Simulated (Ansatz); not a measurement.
Single-point calculation of TiNi (part 3 of 3)

The same run, continued: TiNi (Pm-3m, 4 atoms in the cell); DFT, r2SCAN, PAW with Ansatz's default frozen-core files, scalar-relativistic, spin-polarised (Ansatz 0.2.0); cutoff 500 eV, 7×10×7 k-mesh, Fermi–Dirac smearing of 0.05 eV, collinear spins. The structure derives from a Materials Project entry. It belongs to a series of runs on one base structure; here: parallel moments, PAW files.

Geometry of the input (Å; fractional positions):
```
0.0000  2.9881  2.9881
2.9881  0.0000  0.0000
0.0000  2.9881  -2.9881
Ti 0.5000  0.5000  -0.0000
Ti -0.0000  0.5000  0.5000
Ni 0.0000  0.0000  0.0000
Ni 0.5000  0.0000  0.5000
```

Log, continued:
```
SCF iter  44: F=-16700.694261 eV  HF=-16700.694261 eV  |F-HF|=8.95e-10  |Δ(HF+E_count)|=   6.66e-8  Δρ=1.80e-6 (↑1.80e-6 ↓1.30e-6)  dr2=4.12e-10  dr2_τ=3.75e-11  dr2_m=1.02e-9  M=0.000 μB ∫|m|=0.000 μB  ethr=4.59e-11  ⟨swp⟩=2.0  Hψ=16266  notcnv=0
SCF iter  45: F=-16700.694261 eV  HF=-16700.694261 eV  |F-HF|=1.09e-11  |Δ(HF+E_count)|=   3.33e-9  Δρ=2.88e-7 (↑1.70e-7 ↓2.88e-7)  dr2=3.52e-11  dr2_τ=8.17e-13  dr2_m=1.41e-11  M=0.000 μB ∫|m|=0.000 μB  ethr=1.00e-12  ⟨swp⟩=1.4  Hψ=13170  notcnv=0
SCF iter  46: F=-16700.694261 eV  HF=-16700.694261 eV  |F-HF|=7.28e-12  |Δ(HF+E_count)|=    0.00e0  Δρ=2.88e-7 (↑1.70e-7 ↓2.88e-7)  dr2=3.52e-11  dr2_τ=8.17e-13  dr2_m=1.41e-11  M=0.000 μB ∫|m|=0.000 μB  ethr=1.00e-12  ⟨swp⟩=1.4  Hψ=13169  notcnv=0
WARN: the starting moments were not kept: the SCF closed with an absolute magnetisation of 3.0e-5 μB, where they sum to 5 μB in size (4 sites). That is at most 0.1 of that sum. Measured as dr2_m measures the in/out step, that magnetisation stands 2.1e-10 eV from none, at or under the dr2_threshold of 1.0e-7 eV: it is no larger than a step whose dr2_m would equal this threshold. The system may hold no moment; this SCF shows only that its start led to no more than that. To try another start: raise the starting moments (crystal.atoms[].spin, magnetization.per_species, magnetization.initial_magnetization, or on a non-collinear deck that types none of these the spinor_matrix: blocks that start its atoms; where the total moment is fixed, keep their sum and leave initial_magnetization as it is; typed ones take the place of any that the run laid by itself, positive ones on a crystal's lanthanoids without a Hubbard term where scf.initial_density.shell_occupations: [] is typed) or, if the notice of its spin-set hold's release reads "site moments contracting" or "site moments show no strong build", lengthen the hold (scf.mixing.spin_hold: { on: { confirm: 4 } }; for m-r²SCAN on two components see the key's manual first). Each may lead to a state that holds a moment. A second SCF, from the converged charge density, with the starting moments and any scf.initial_density.shell_occupations laid on it anew, would have followed, and was not run: the deck does not ask for one (magnetization.retry_lost_moments is false, the default). To let it run, set magnetization.retry_lost_moments: true and run the deck again, where that key's refused combinations let it; where memory then withholds it, that run's warning says so.
SCF 1 converged in 46 iterations: F = -16700.694261 eV  dr2 = 3.52e-11
  greatest PAW one-centre occupation: 1.001 electrons in one spin orbital (limit 2), on the Ni atom at site 3 (counted from 0), in its partial waves of l = 1
```

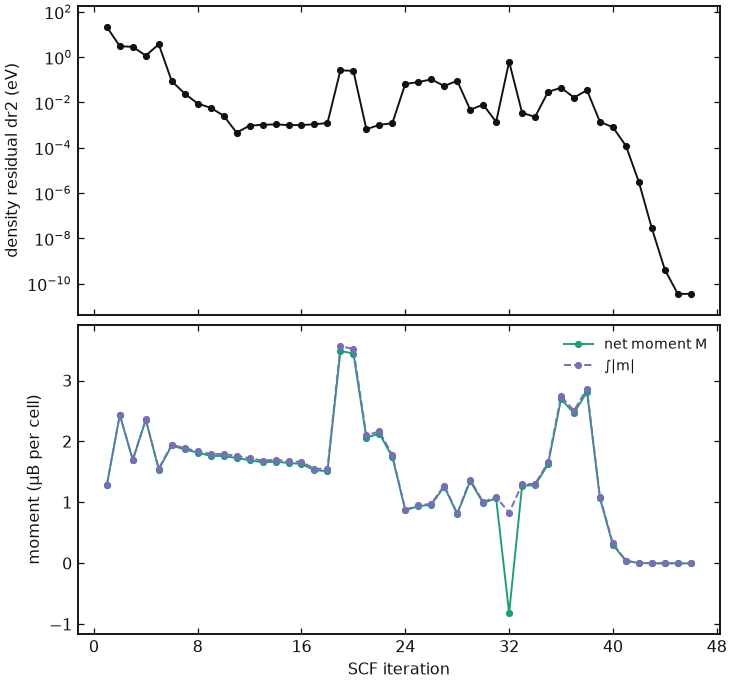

Fig. 1: Convergence of the self-consistent field: density residual dr2 and magnetic moment against the SCF iteration. The residual falls unevenly and jumps up by a factor of two or more 7 times on the way down. The net moment goes from 1.3 to 0.0 μB per cell, with excursions between −0.8 and 3.5 on the way, and ∫|m| falls to zero.

```
SCF converged after 46 iterations
Magnetization: 0.0000 μB (30.0000 up, 30.0000 down)
Absolute magnetization: 0.0000 μB (∫|ρ↑−ρ↓|, with the PAW one-centre terms)
Spin contamination: 0.0000 ħ² per cell (⟨S²⟩ above its minimum at these occupations)
Per-site moments (μB) at R_I (Å): [(7.31399691232029e-6, 1.0674432354167402), (7.31399691232029e-6, 1.0674432354167402), (4.529748426994859e-6, 1.0674432354167402), (4.529748426994859e-6, 1.0674432354167402)]
Free energy (F): -16700.694261 eV
Harris-Foulkes:  -16700.694261 eV  (|F-HF|=7.28e-12)
Internal energy: -16700.655528 eV  (E = F + TS)
E sigma→0 (E₀):  -16700.674895 eV
Entropy (-TS):   -0.038733 eV (-9.683 meV/atom)
Fermi energy:    16.429142 eV
--- Per-component energies (eV) ---
  E_band       = -967.516398
  E_kinetic    = 1112.385011
  E_local      = -9151.041579  (includes V_loc(G=0)·N_el)
  E_nonlocal   = 1288.967237
  E_hartree    = 3862.862908
  E_xc         = -345.397273
  E_vxc        = -503.339060  (∫ρ·V_xc dr)
  E_paw        = -5398.827650  (= ΣΔE_a)
  E_vpaw       = -1476.581915  (= ΣTr[D̂ρ^β])
  E_aug_tail   = 0.000630  (compensation charges beyond the density's cutoff)
  E_vtau       = 36.368093  (kinetic-family band-sum trace: ∫τ·v_τ [+ j·A + Jᵃ·Aᵃ] dr)
  E_ewald      = -8068.497762
  E_core_change = -1.107051  (= ΣΔE_core)
  E_smearing   = -0.038733  (= −TS)
  E_closure    = -0.000000  (closes the sum)
  Σ components = -16700.694261   (vs F -16700.694261, Δ=0.00e0)
--- Forces (eV/Å), atoms counted from 1 ---
  atom   1  Ti     0.00000000     0.00000000     0.00000000
  atom   2  Ti     0.00000000    -0.00000000     0.00000000
  atom   3  Ni     0.00000000    -0.00000000    -0.00000000
  atom   4  Ni     0.00000000     0.00000000    -0.00000000
  max |Σ_I F_I| component: 3.79e-29 eV/Å
--- Stress (GPa, compression-positive) ---
       -0.399014      -0.000000       0.000000
       -0.000000       0.322136      -0.000000
        0.000000      -0.000000       0.322136
  P = ⅓ Tr σ = 0.0818 GPa (0.818 kbar)
--- Band table (eV; the first three rows and the last of 120) ---
  k-point 0 ↑: bands = ["-90.7655", "-90.7638", "-49.6805", "-49.6805", "-49.6780", "-49.6755", "-49.6665", "-49.6665", "-43.2058", "-43.1440", "-18.4982", "-18.4982", "-18.2415", "-18.2415", "-18.2393", "-18.1871", "8.0866", "11.6574", "12.3468", "12.3547", "12.3592", "13.5548", "13.5548", "14.3571", "14.3571", "14.3652", "15.1185", "15.6785", "16.7230", "16.7230", "16.9639", "16.9645", "17.4483", "18.8119", "18.8119", "19.1327", "19.1327", "19.1329", "19.6727"]
  k-point 1 ↑: bands = ["-90.7654", "-90.7638", "-49.6800", "-49.6798", "-49.6779", "-49.6756", "-49.6673", "-49.6672", "-43.2024", "-43.1467", "-18.4882", "-18.4857", "-18.2570", "-18.2544", "-18.2370", "-18.1900", "8.2953", "11.6964", "12.3939", "12.4370", "12.4440", "13.5955", "13.6538", "14.3192", "14.3473", "14.4036", "14.8304", "15.3185", "16.4789", "16.8428", "16.9113", "16.9683", "17.4857", "18.6633", "18.8200", "18.8500", "18.8625", "19.1071", "19.9209"]
  k-point 2 ↑: bands = ["-90.7652", "-90.7641", "-49.6783", "-49.6778", "-49.6775", "-49.6760", "-49.6696", "-49.6691", "-43.1931", "-43.1546", "-18.4588", "-18.4506", "-18.2990", "-18.2905", "-18.2304", "-18.1978", "8.8968", "11.5516", "12.5804", "12.6429", "12.6942", "13.7095", "13.9211", "14.2115", "14.2425", "14.2808", "14.4925", "14.5286", "16.3773", "16.8004", "16.9805", "16.9816", "17.3166", "18.1328", "18.3094", "18.3186", "18.8463", "19.0419", "20.6212"]
  k-point 59 ↓: bands = ["-90.7638", "-90.7637", "-49.6922", "-49.6920", "-49.6804", "-49.6797", "-49.6646", "-49.6640", "-43.1453", "-43.1425", "-18.4985", "-18.4967", "-18.4945", "-18.4846", "-18.2033", "-18.1907", "11.6921", "11.7433", "12.3610", "12.4010", "13.5431", "13.5506", "13.5858", "13.6011", "14.9407", "15.1138", "15.5795", "15.6819", "16.3770", "16.4431", "16.4498", "16.9339", "17.4627", "17.5114", "18.7426", "18.8093", "19.1600", "19.1636", "19.6791"]
--- Löwdin populations: 4 sites ---
  site symbol       q [e]    m [muB]
     0     Ti     11.8048     0.0000
     1     Ti     11.8048     0.0000
     2     Ni     17.7988     0.0000
     3     Ni     17.7988     0.0000
  spilling = 0.013212 (of n_electrons = 60.000000)
```

File populations.tsv:
```
# site	symbol	l	j	q_up	q_dn
# orbitals = lowdin
# n_electrons = 60.000000
# spilling = 0.013212
0	Ti	0_3S	-	0.967509	0.967509
0	Ti	0_4S	-	0.477430	0.477430
0	Ti	1_3P	-	2.996695	2.996695
0	Ti	2_3D	-	1.460775	1.460766
1	Ti	0_3S	-	0.967509	0.967509
1	Ti	0_4S	-	0.477430	0.477430
1	Ti	1_3P	-	2.996695	2.996695
1	Ti	2_3D	-	1.460775	1.460766
2	Ni	0_3S	-	0.995595	0.995595
2	Ni	0_4S	-	0.482098	0.482098
2	Ni	1_3P	-	2.997538	2.997538
2	Ni	2_3D	-	4.424186	4.424182
3	Ni	0_3S	-	0.995595	0.995595
3	Ni	0_4S	-	0.482098	0.482098
3	Ni	1_3P	-	2.997538	2.997538
3	Ni	2_3D	-	4.424186	4.424182
```

Results in brief:

```json
{"quantity": "outcome", "value": "converged"}
{"quantity": "space group (tolerance 0.01 Å)", "value": "Pm-3m (221)"}
{"quantity": "electrons treated", "value": "60"}
{"quantity": "free energy", "value": "−16700.6943 eV"}
{"quantity": "Fermi energy", "value": "16.429 eV"}
{"quantity": "net moment of the cell", "value": "0.00 μB"}
{"quantity": "integrated absolute moment", "value": "0.00 μB"}
{"quantity": "pressure", "value": "0.08 GPa"}
{"quantity": "largest force (length of the vector)", "value": "under 0.001 eV/Å"}
{"quantity": "wall time", "value": "3.4 min (CPU time 6.7 min)"}
{"quantity": "peak memory", "value": "1.1 GiB"}
```

Warnings of the run: some starting moments were not kept.
